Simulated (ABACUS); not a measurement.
**A series of single points on BaS**

System: BaS (2 atoms in the cell).
Method: Kohn-Sham DFT of a periodic cell, PBE, PseudoDojo NC SR 0.4.1 PBE standard, no spin polarisation (ABACUS 3.10.1).

The 7 runs differ only in the geometry, by an even scaling of the cell at fixed fractional positions. The structure derives from an entry of the Crystallography Open Database.

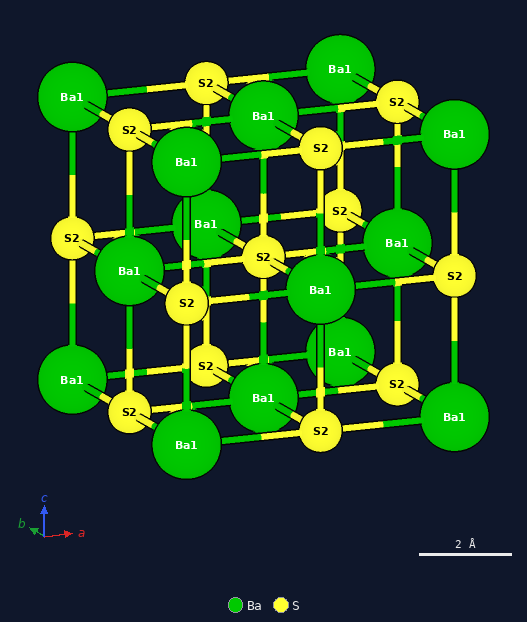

Figure 1. The structure of run 4 (ball-and-stick view of the cell 4 times as large as that of the calculation, set on its symmetry axes, seen slightly off an axis; atoms are numbered from 1 in the order of the input).

**Input of run 4**
```
INPUT_PARAMETERS
suffix              BaS
calculation         scf
basis_type          pw
pseudo_dir          ./
symmetry            1
dft_functional      pbe
ecutwfc             57
pseudo_rcut         10
nspin               1
nbands              12
ks_solver           dav
smearing_method     fd
smearing_sigma      0.00367493
scf_thr             1e-08
scf_nmax            100
mixing_type         broyden
mixing_beta         0.7
cal_force           1
cal_stress          1
kpar                4
```

**File STRU of run 4**
```
ATOMIC_SPECIES
Ba 137.3270 Ba.upf
S 32.0600 S.upf

LATTICE_CONSTANT
1.8897261246

LATTICE_VECTORS
0.0000000000 3.1937500000 3.1937500000
3.1937500000 0.0000000000 3.1937500000
3.1937500000 3.1937500000 0.0000000000

ATOMIC_POSITIONS
Direct

Ba
0.0
1
0.0000000000 0.0000000000 0.0000000000 1 1 1

S
0.0
1
0.5000000000 0.5000000000 0.5000000000 1 1 1
```

**File KPT of run 4**
```
K_POINTS
0
Gamma
7 7 7 0 0 0
```

Command:
```bash
OMP_NUM_THREADS=1 mpirun -np 4 abacus > log
```

Lattice vectors (Å) and fractional positions of run 4:
```
   0.000000    3.193750    3.193750
   3.193750    0.000000    3.193750
   3.193750    3.193750    0.000000
Ba  0.000000  0.000000  0.000000
S   0.500000  0.500000  0.500000
```

Run 5 differs from it as follows:
```diff
-0.0000000000 3.1937500000 3.1937500000
-3.1937500000 0.0000000000 3.1937500000
-3.1937500000 3.1937500000 0.0000000000
+0.0000000000 3.2149012787 3.2149012787
+3.2149012787 0.0000000000 3.2149012787
+3.2149012787 3.2149012787 0.0000000000
```

**Results, with one run withheld**

| run | volume per atom (Å³) | free energy per atom, from the lowest run given (meV) | pressure (GPa) | gap on the mesh (eV) |
| --- | --- | --- | --- | --- |
| 1 | 30.622 | 34.60 | 4.40 | 2.10 |
| 2 | 31.273 | 19.23 | 3.19 | 2.14 |
| 3 | 31.925 | 8.53 | 2.09 | 2.17 |
| 4 | 32.576 | 2.04 | 1.11 | 2.21 |
| 5 | 33.228 | ? | ? | ? |
| 6 | 33.879 | 0.00 | −0.56 | 2.26 |
| 7 | 34.531 | 3.72 | −1.27 | 2.29 |

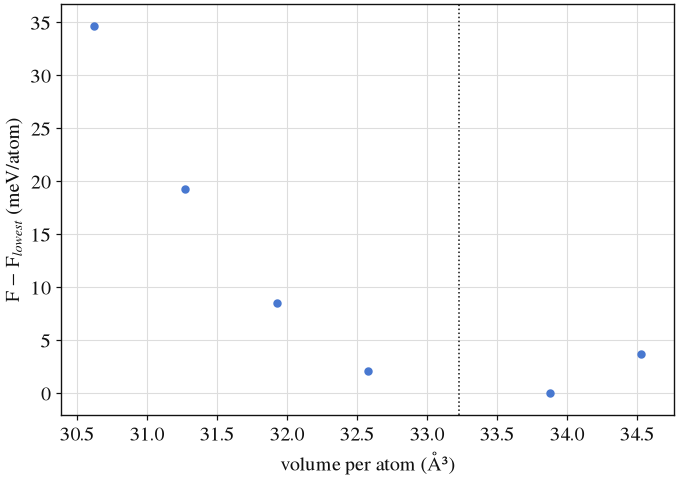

Figure 2. Free energy per atom of the runs given; the dotted line marks run 5.

What should run 5 give?

A cubic polynomial in V^(−2/3) (the Birch–Murnaghan form), fitted to the 6 runs given, misses them by under 0.01 meV per atom. With x = V^(−2/3) − 0.09836 Å⁻², it reads F = 3.2635 + 4150.1 x + 1.0617e+06 x² + 2.6873e+06 x³ (meV per atom). At run 5 it gives −0.68 meV per atom, and the run itself gives −0.68. The slope of the fit gives a pressure −dF/dV of 0.24 GPa there, and the run prints 0.23 GPa. The fit has its minimum at 33.415 Å³ per atom, where V d²F/dV² gives 41.4 GPa: the bulk modulus at this level, since symmetry fixes the shape and the positions. The gap on the mesh goes, without turning, from 2.10 eV in run 1 to 2.29 eV in run 7; run 5 has 2.24 eV. These are gaps of this functional on this mesh, which can miss the band edges; they aren't the measured gap.

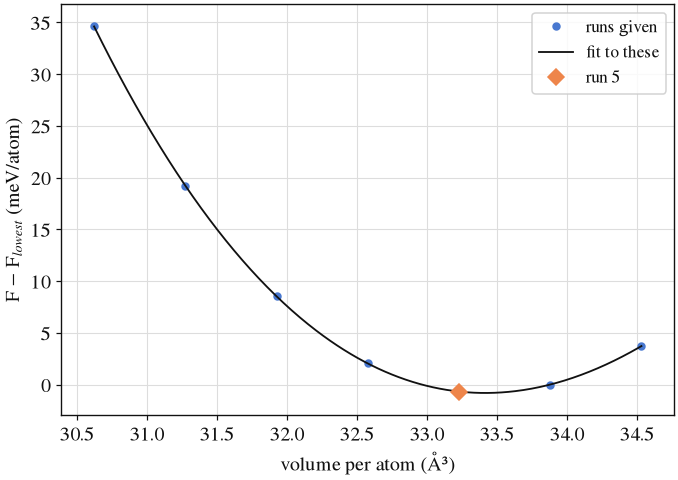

Figure 3. The fit and the withheld run.

**Some lines of the output (run 5)**
```
[...]
                          Volume (Bohr^3) = 448.466
                             Volume (A^3) = 66.4557
 E_Fermi        0.4171687960         5.6758726529
 E_Fermi        0.5058134001         6.8819443663
 E_Fermi        0.4876689876         6.6350769691
 E_Fermi        0.5010066418         6.8165450649
 E_Fermi        0.5010219508         6.8167533538
 E_Fermi        0.5010447430         6.8170634576
 E_KS(sigma->0) -78.5632076715       -1068.9072774901
 E_Fermi        0.5010504413         6.8171409875
 final etot is -1068.9072775 eV
 EFERMI = 6.8171409875 eV
 TOTAL-PRESSURE: 2.336498 KBAR
 !FINAL_ETOT_IS -1068.9072774901219418 eV
```
